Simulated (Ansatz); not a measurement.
**Geometry relaxation of Al (part 1 of 2)**

- system: Al (slab, 13 atoms in the cell)
- method: DFT PBE, scalar-relativistic, plane waves, PAW, no spin polarisation (Ansatz 0.2.0)

The structure derives from an entry of the Crystallography Open Database. The input holds or restrains some coordinates.

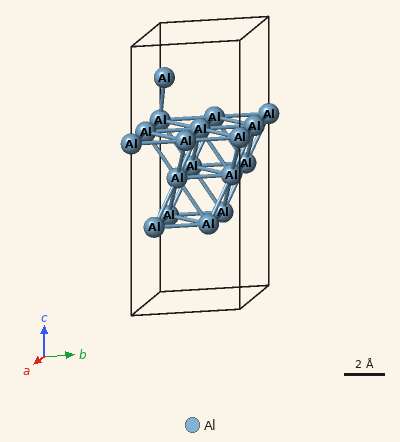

Figure 1. The input geometry (ball-and-stick view of the cell of the calculation, with the vacuum cut short, seen slightly off an axis).

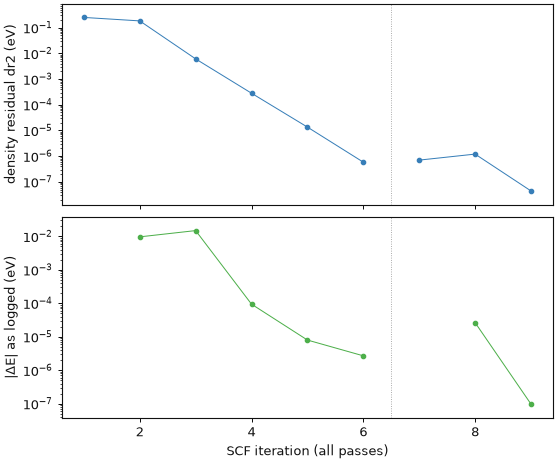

Figure 2. Convergence of the self-consistent field: density residual dr2 and size of the energy change against the SCF iteration. The dotted lines part the SCF passes of the relaxation: geometry steps, rejected trials and re-solves on a re-selected basis. The passes take 6 and 3 iterations.

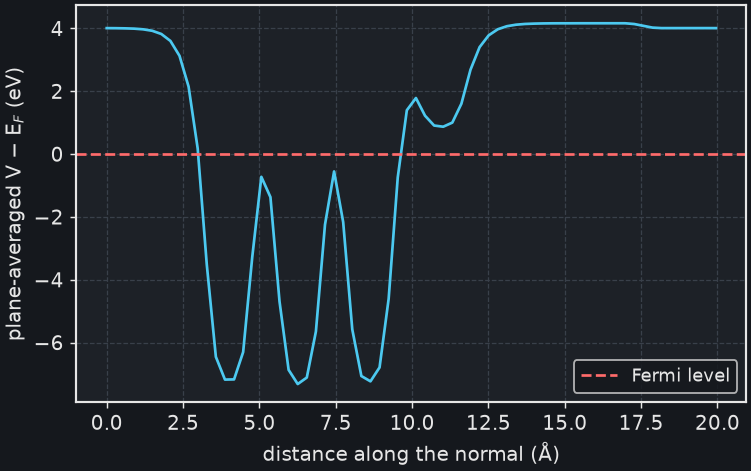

Figure 3. Plane average of the electrostatic potential energy of an electron across the cell, from the Fermi level. The vacuum level lies 4.17 eV above the Fermi level on the upper side and 4.01 eV on the lower.

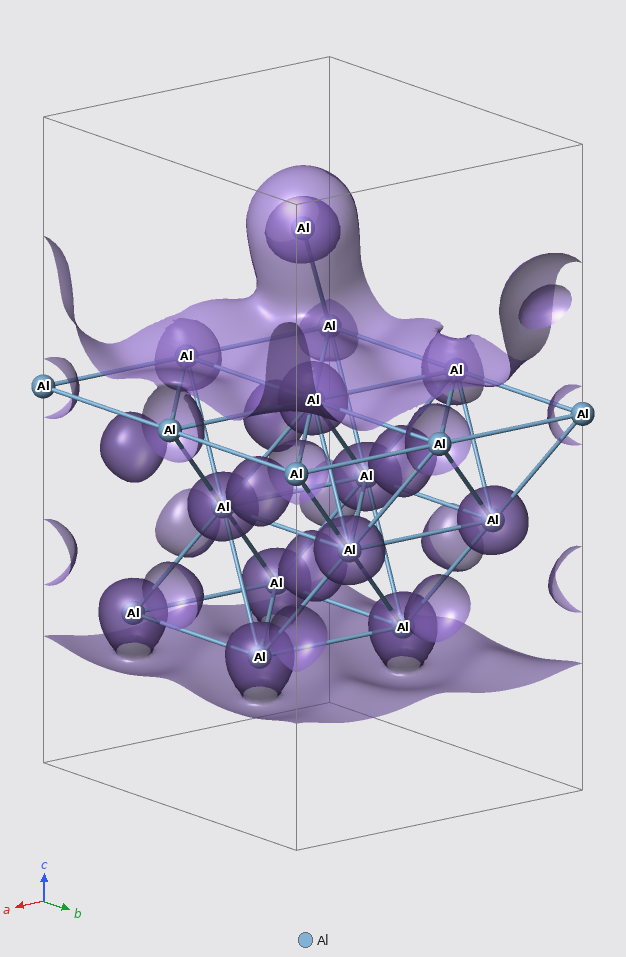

Figure 4. Isosurface of the valence electron density at 0.15 e/Å³ (purple), seen at an oblique angle. Sticks mark near contacts. At this value the density is joined into sheets; it holds about 75 % of the electrons treated as valence. On the grid the lowest density along these lines, outside the cores, is 0.28 e/Å³ (Al–Al, 2.53 Å) and 0.21 e/Å³ (Al–Al, 2.83 Å). In a PAW calculation such maps are meaningful between the atoms, not at the nuclei.

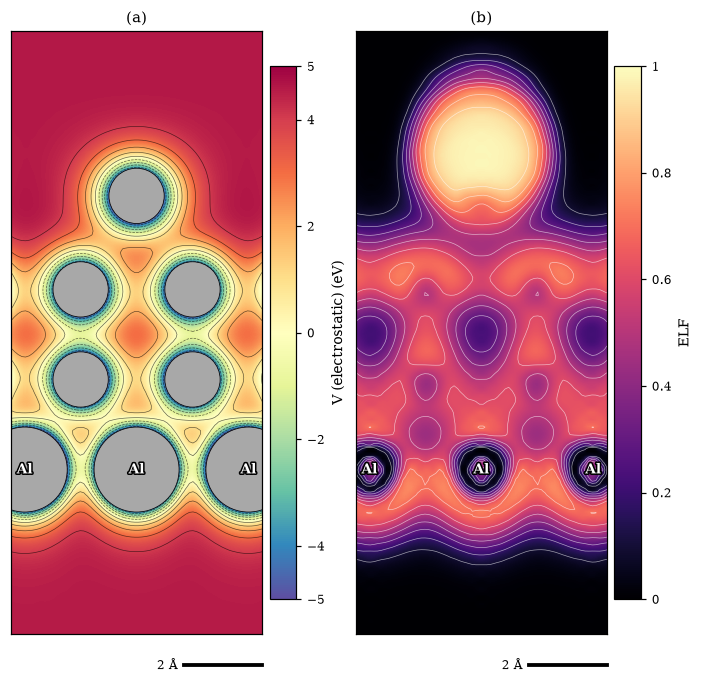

Figure 5. (a) electrostatic potential (local pseudopotential plus Hartree) felt by an electron; (b) ELF on the (100) plane of the calculation cell, a cut from vacuum to vacuum. Grey discs, where drawn, cover atomic cores. Atoms in the plane: Al.

These pictures come from the run below.

### Input file
```yaml
crystal:
  lattice:
    - [5.7143028096, 0.0, 0.0]
    - [-2.8571514048, 4.948731398, 0.0]
    - [0.0, 0.0, 20.1016424764]
  atoms:
    - { symbol: Al, position: [0.3333333333, 0.1666666667, 0.1989887147] }
    - { symbol: Al, position: [0.3333333333, 0.6666666667, 0.1989887147] }
    - { symbol: Al, position: [0.8333333333, 0.1666666667, 0.1989887147] }
    - { symbol: Al, position: [0.8333333333, 0.6666666667, 0.1989887147] }
    - { symbol: Al, position: [0.1666666667, 0.3333333333, 0.3134533099] }
    - { symbol: Al, position: [0.1666666667, 0.8333333333, 0.3134533099] }
    - { symbol: Al, position: [0.6666666667, 0.3333333333, 0.3134533099] }
    - { symbol: Al, position: [0.6666666667, 0.8333333333, 0.3134533099] }
    - { symbol: Al, position: [0.0, 0.0, 0.4279074452] }
    - { symbol: Al, position: [0.0, 0.5, 0.4279074452] }
    - { symbol: Al, position: [0.5, 0.0, 0.4279074452] }
    - { symbol: Al, position: [0.5, 0.5, 0.4279074452] }
    - { symbol: Al, position: [0.1666666667, 0.0833333333, 0.5467747907] }
basis:
  ecutwfc: 420
kpoints:
  mp_grid: { grid: [6, 6, 1] }
hamiltonian:
  xc: pbe
scf:
  occupations: { method: gaussian, width: 0.1 }
output:
  forces: true
  eigenvalues: true
  write_density: true
  write_potential: true
  elf: true
  volumetric_format: npy
relax:
  adjacent_minimum: "off"
  f_tol: 0.025
  max_steps: 16
  constraints:
    - { sites: [0, 1, 2, 3, 4, 5, 6, 7, 8, 9, 10, 11] }
    - { sites: [12], fix: xy }
efield:
  axis: 3
  dipole_correction: true
  ramp_width: 0.04
```

Run as:
```bash
ansatz run input.yaml --threads 4 --pin off --max-ram 12288MiB --backend cpu --events-out ev --progress --plain --runs-dir out
```

### The program's output
```
Engine: ansatz 0.2.0, aarch64-unknown-linux-gnu
Pseudopotentials: kind: paw
Pseudopotential: Al, paw, valence charge 3, recommended cutoff 420 eV (normal), Al.paw.azcp
Functional definition: PBE
  parameter kappa = 0.804
  parameter beta = 0.06672455060314922
  exchange = pbe_x(kappa = kappa, mu = beta*pi^2/3)
  correlation = pbe_c(beta = beta)
Crystal: 13 atoms, lattice volume = 568.445 Å³
Basis set: ecut = 420 eV, 11155 PW (Γ), exchange–correlation on 80×80×270 points (8 copies of the dense FFT grid, shifted against one another)
Bands: 33, of which v1, the nominal top of the filled ones, is band 20 counted from 1 (19 counted from 0)
Symmetry: 2 space group operations
Space group: Cm (ITA 8), of the structure as read, at distance tolerance 8.3e-5 Å
k-points: 13 of 36 (time reversal used)
Non-local potential: Al, projectors of the file, l = 0: 2, l = 1: 2, l = 2: 1
PAW form: soft (Blöchl's): semilocal exchange-correlation on the pseudo side does not see the compensation charge
PAW one-centre angular grid: Al, 110 points (default); XC on 64 Gauss nodes
Initial density: superposition of atomic densities (neutral atoms: chi_scale 0, normalization atom), corrected by the library's trained network
Initial wavefunctions: pseudopotential atomic-orbital guess
Functional: x = pbe(κ = 0.804, μ = 0.2195149727645171), c = pbe(β = 0.06672455060314922)
SCF iter   1: F=—  HF=-6983.593523 eV  |F-HF|=—  |Δ(HF+E_count)|=         —  Δρ=2.04e-3  dr2=2.51e-1  ethr=1.77e-3  p=-0.054 e·Å  D=-1.72e-2 V/Å  ΔV_dip=0.35 eV  dr2_dipole=3.64e-2  V_vac-E_F(+/−)=4.41/4.07 eV  ⟨swp⟩=11.2  Hψ=2777  notcnv=0
efield: sawtooth ramp at fractional position 0.8529 (placed from the atoms, in the widest stretch of the axis that holds none; the zero of the levels goes with the place), width 0.0400; the density the first Hamiltonian is built on has a dipole p = -0.054 e·Å; the dipole correction subtracts the counter field D = -1.72e-2 V/Å, which shifts the + side's vacuum level by +0.35 eV against the − side's; the planar-averaged density in the ramp window peaks in size at 1.6e-4 e/Å³
preconditioner: auto → LDOS  [insulator: Δε(μ)=0.111 eV  Ē_g=6.075 eV  σ=0.100 eV  W_gap=0.55  n_scr=52 (ndim 8)  ℏωp=9.7 eV  f_vac=0.453  D(μ)=3.21/eV (n_scr^D=6)  ε∞_Penn≈3.6  β→1.0]
SCF iter   2: F=—  HF=-6983.583905 eV  |F-HF|=—  |Δ(HF+E_count)|=   9.62e-3  Δρ=1.35e-3  dr2=1.84e-1  ethr=6.42e-4  p=-0.005 e·Å  D=-1.50e-3 V/Å  ΔV_dip=0.03 eV  dr2_dipole=6.28e-2  V_vac-E_F(+/−)=4.00/3.97 eV  ⟨swp⟩=3.2  Hψ=749  notcnv=0  defer=71
SCF iter   3: F=—  HF=-6983.569074 eV  |F-HF|=—  |Δ(HF+E_count)|=   1.48e-2  Δρ=2.52e-4  dr2=6.10e-3  ethr=4.71e-4  p=-0.028 e·Å  D=-8.98e-3 V/Å  ΔV_dip=0.18 eV  dr2_dipole=3.17e-3  V_vac-E_F(+/−)=4.20/4.02 eV  ⟨swp⟩=1.8  Hψ=439  notcnv=0  defer=71
SCF iter   4: F=—  HF=-6983.569168 eV  |F-HF|=—  |Δ(HF+E_count)|=   9.39e-5  Δρ=7.87e-5  dr2=2.81e-4  ethr=1.56e-5  p=-0.024 e·Å  D=-7.56e-3 V/Å  ΔV_dip=0.15 eV  dr2_dipole=4.41e-6  V_vac-E_F(+/−)=4.17/4.02 eV  ⟨swp⟩=1.8  Hψ=583  notcnv=0  defer=31
iter 5 did not close the SCF: its close was put off for the readings that it lacked (scf_convergence_deferred on its scf_iter line)
SCF iter   5: F=-6983.569165 eV  HF=-6983.569176 eV  |F-HF|=1.06e-5  |Δ(HF+E_count)|=   7.96e-6  Δρ=2.24e-5  dr2=1.35e-5  ethr=7.22e-7  p=-0.024 e·Å  D=-7.67e-3 V/Å  ΔV_dip=0.15 eV  dr2_dipole=2.94e-6  V_vac-E_F(+/−)=4.17/4.01 eV  ⟨swp⟩=2.2  Hψ=530  notcnv=0  defer=31
SCF iter   6: F=-6983.569179 eV  HF=-6983.569179 eV  |F-HF|=3.13e-8  |Δ(HF+E_count)|=   2.69e-6  Δρ=6.82e-6  dr2=5.82e-7  ethr=3.46e-8  p=-0.024 e·Å  D=-7.57e-3 V/Å  ΔV_dip=0.15 eV  dr2_dipole=1.11e-9  V_vac-E_F(+/−)=4.17/4.01 eV  ⟨swp⟩=26.8  Hψ=4708  notcnv=0
SCF 1 converged in 6 iterations: F = -6983.569179 eV  dr2 = 5.82e-7
  greatest PAW one-centre occupation: 0.574 electrons in one spin orbital (limit 2), on the Al atom at site 12 (counted from 0), in its partial waves of l = 0
relax step   1: F+E_penalty+E_count = -6983.56917873 eV  Δ(F+E_penalty+E_count) = +0.000e0 eV  max|allowed force component| = 1.568e-2 eV/Å  Δτ_max = 0.0000 Å  (6 SCF iters, dr2 threshold 1.56e-5 eV, accepted)
Initial density: handed on by an earlier stage of this run
Initial wavefunctions: those handed on with the density
iter 1 solved again at ethr=1.79e-9 eV; its pass at ethr=3.10e-3 eV (dr2=6.97e-7 eV) is discarded
```
